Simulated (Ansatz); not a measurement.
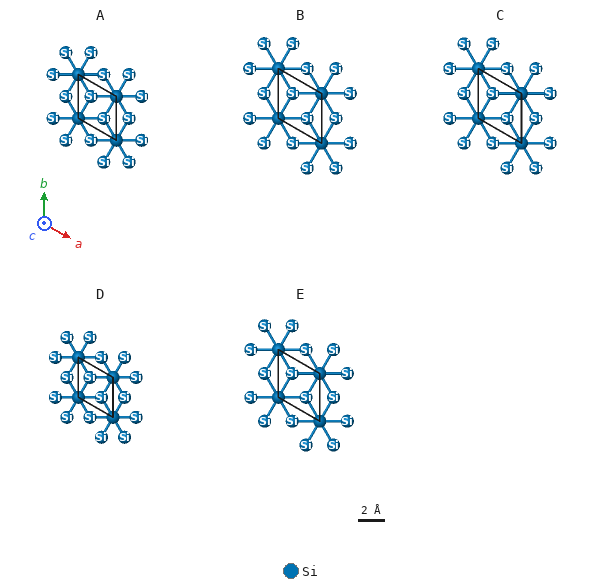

5 geometries from one relaxation of a crystal of Si (a generated structure, set up in P6_3/mmc) (coarse preliminary run), in shuffled order. The picture is a ball-and-stick view of the cell of the calculation, seen along the c axis.

Case: C → Si on all its sites, cell and atoms relaxed.

These are results of DFT r2SCAN, scalar-relativistic, plane waves, PAW (Ansatz 0.2.0), not measurements. Settings: plane-wave cutoff 500 eV; k-point mesh 6 × 6 × 2; occupations gaussian; smearing width 0.1 eV; no spin polarisation; cell and atoms relaxed; force threshold 0.05 eV/Å; at most 60 steps.

**Put them in the order of the run, from the start to the converged end.**

D, A, E, C, B. They are steps 0, 2, 4, 6, 9, at +3910 meV per atom, +1108 meV per atom, +116 meV per atom, +10.1 meV per atom relative to the last. Over 8 accepted moves (9 points after the start) the energy falls by 3910 meV per atom. All forces vanish by symmetry, so only the cell relaxes. The pressure goes from 119.12 to 0.22 GPa. The SCF was repeated once at an unchanged geometry on a basis and grid sized afresh for the cell, which shifted the energy by 4.7 meV per atom at most. No atom moves by more than 0.005 Å relative to the cell. The volume changes by +28.9 %, with a = b 3.116 → 3.885 Å (+24.7 %), c 8.927 → 7.401 Å (−17.1 %). Near-neighbour distances that change, for instance: Si–Si 1.799 → 2.243 Å. The space group stays P6_3/mmc (No. 194).
